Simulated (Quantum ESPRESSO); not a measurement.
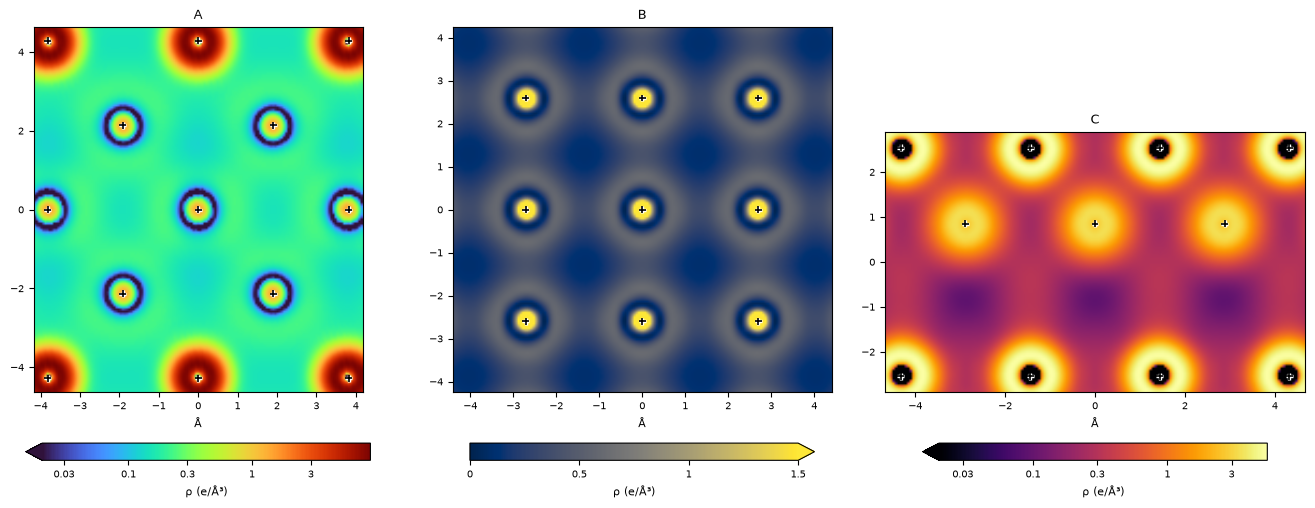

The valence electron density of 3 systems, each on a plane through atoms (crosses mark nuclei in the plane).

Level of theory: Kohn-Sham DFT of a periodic cell, PBEsol, GBRV 1.5 PBEsol (Quantum ESPRESSO).

System 1: TaN, the (110) plane of the conventional cell. Space group P-6m2; computed pressure about −5 GPa in this cell.

```yaml
crystal:
  lattice:
    - [2.93800, 0.00000, 0.00000]
    - [-1.46900, 2.54438, 0.00000]
    - [0.00000, 0.00000, 2.88300]
  atoms:
    - { symbol: Ta, position: [0.00000, 0.00000, 0.50000] }
    - { symbol: N, position: [0.66667, 0.33333, 0.00000] }
```

System 2: TiAl3, the (010) plane of the conventional cell. Space group I4/mmm; a structure from a database of computed crystals, not necessarily the ambient phase.

System 3: As, the (100) plane of the conventional cell. Space group P4/mmm; a structure from a database of computed crystals, not necessarily the ambient phase; computed pressure about 3 GPa in this cell.

```cif
data_structure
_symmetry_space_group_name_H-M 'P 1'
_symmetry_Int_Tables_number 1
_cell_length_a 2.7037
_cell_length_b 2.7037
_cell_length_c 2.5955
_cell_angle_alpha 90.000
_cell_angle_beta 90.000
_cell_angle_gamma 90.000
_cell_volume 18.97
loop_
_atom_site_label
_atom_site_type_symbol
_atom_site_fract_x
_atom_site_fract_y
_atom_site_fract_z
_atom_site_occupancy
As1 As 0.50000 0.50000 0.50000 1
```

Which map belongs to which system?

Answer. Panel A is system 2, TiAl3: the plane holds Ti and Al. Ti–Al (2.87 Å): ρ at the midpoint is about 0.21 e/Å³. Panel B is system 3, As: the plane holds As. As–As (2.60 Å): the density is about 0.42 e/Å³ at the midpoint. Panel C is system 1, TaN: the plane holds Ta and N. Ta–N (2.23 Å): the density is about 0.54 e/Å³ at the midpoint.
